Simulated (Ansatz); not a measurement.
A structure file:

```cif
data_structure
_symmetry_space_group_name_H-M 'P 1'
_symmetry_Int_Tables_number 1
_cell_length_a 3.1614
_cell_length_b 3.1614
_cell_length_c 10.1675
_cell_angle_alpha 90.000
_cell_angle_beta 90.000
_cell_angle_gamma 120.000
_cell_volume 88.00
loop_
_atom_site_label
_atom_site_type_symbol
_atom_site_fract_x
_atom_site_fract_y
_atom_site_fract_z
_atom_site_occupancy
Mg1 Mg 0.00000 0.00000 0.00000 1
O1 O 0.66667 0.33333 0.76212 1
O2 O 0.66667 0.33333 0.90455 1
Mg2 Mg 0.66667 0.33333 0.33333 1
O3 O 0.33333 0.66667 0.09545 1
O4 O 0.33333 0.66667 0.23788 1
Mg3 Mg 0.33333 0.66667 0.66667 1
O5 O 0.00000 0.00000 0.42879 1
O6 O 0.00000 0.00000 0.57121 1
```

Say what kind of structure these coordinates give.

It has the composition MgO2. It takes space group R-3m (No. 166) on a rhombohedral (trigonal R) lattice. It has 9 atoms to the cell (3 Mg, 6 O). Each Mg atom is coordinated by six O in a distorted octahedral arrangement at 2.07 Å. About every O there are three Mg and one O in a distorted tetrahedral arrangement (2.07 Å to Mg, 1.45 Å to O). The bonds build a three-dimensional framework.

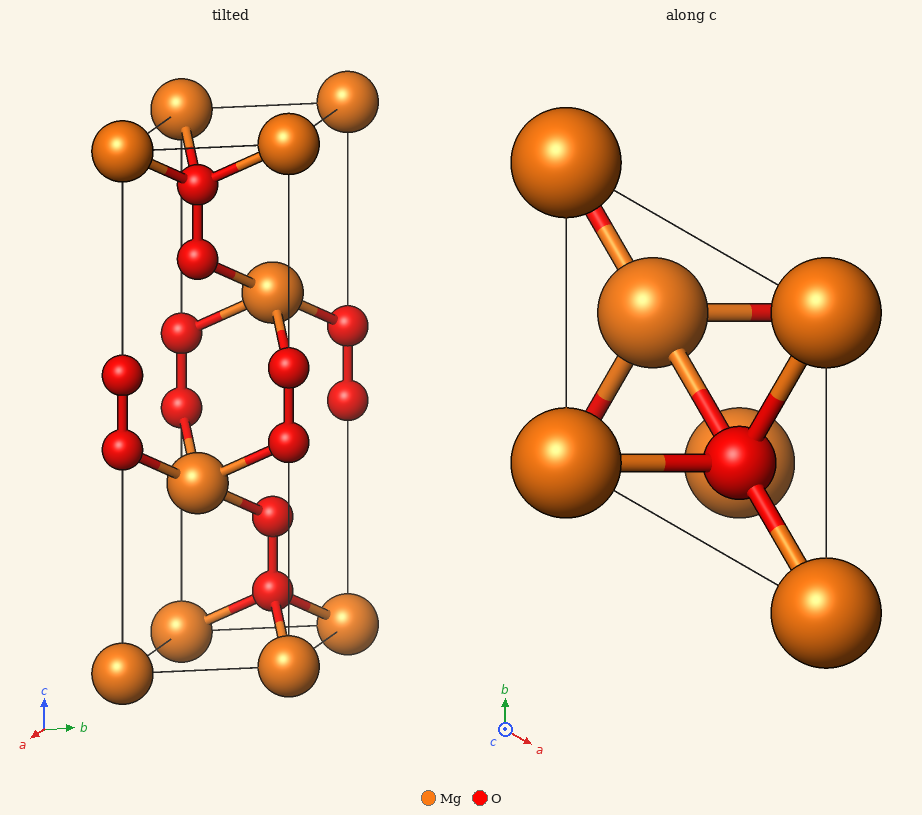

Shown here is a ball-and-stick view of the crystal, taken slightly off an axis and along the c axis. The box is the conventional unit cell; atoms on or close to its faces, edges and corners are drawn wherever they repeat.

It derives from a structure listed in the Materials Project. The cell was then strained or its atoms displaced on purpose. An electronic-structure calculation with Ansatz was run on it.

At this level of theory the cell isn't at rest (compressed, at 4 GPa), so its distances can differ from those at equilibrium, the more so the softer the solid.
